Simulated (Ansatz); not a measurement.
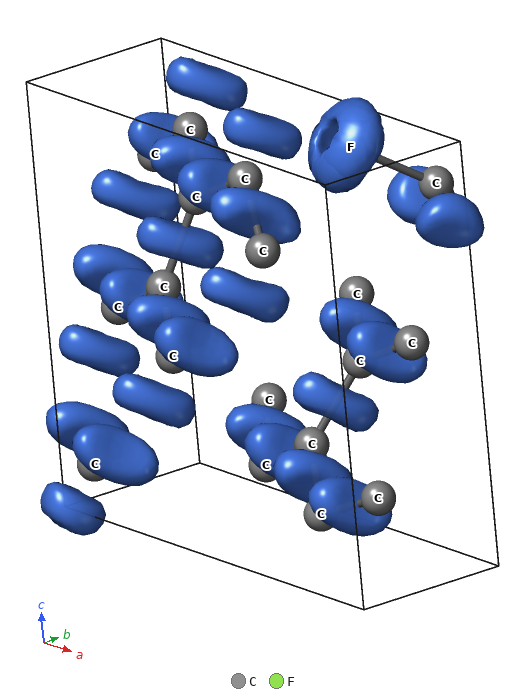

Figure. C$_{18}$F (cell with a defect). Isosurface of the ELF at 0.8 (blue), seen slightly off an axis. Only the valence region is drawn (cores and ρ < 0.01 e/Å³ removed). Sticks mark near contacts.

The program warned that a starting moment wasn't kept; spin-polarised, but the moments vanished.

Level of theory: DFT PBE+D3(BJ), scalar-relativistic, plane waves, PAW in Ansatz.

Core electrons are frozen (PAW), and the valence fields are smoothed inside the atomic spheres.

**Describe the localisation domains.**

At this value the surface marks out 27 regions between bonded C–C atoms and one region wrapped around F (its valence shell), counted in one cell of 19 atoms. Any copies at cell faces, edges or corners count once.

Values along the shortest contacts:
C–C (1.41 Å): the ELF peaks at about 0.95 between the atoms. C–F (1.48 Å): the ELF peaks at about 0.75 between the atoms.
